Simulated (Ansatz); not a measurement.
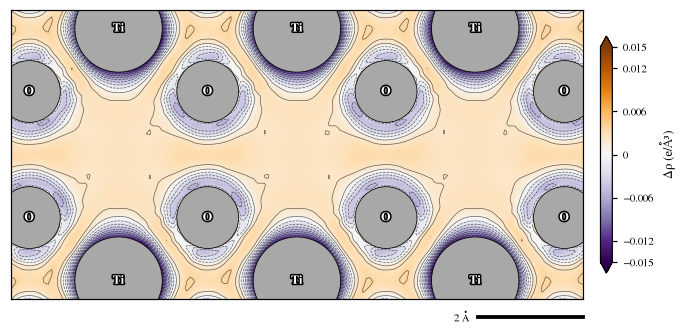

TiO$_{2}$. Difference of the valence pseudo-densities of two functionals at the same geometry, on the (11̄0) plane of the calculation cell: LC_WPBE less HSE06.

Both computed with Ansatz (plane waves, PAW), on the same k-point mesh. Grey discs cover the atomic cores.

**Where does the change of functional move the electrons?**

Against HSE06, LC_WPBE gives more density in the space between the atoms (+0.002 e/Å³ on average).
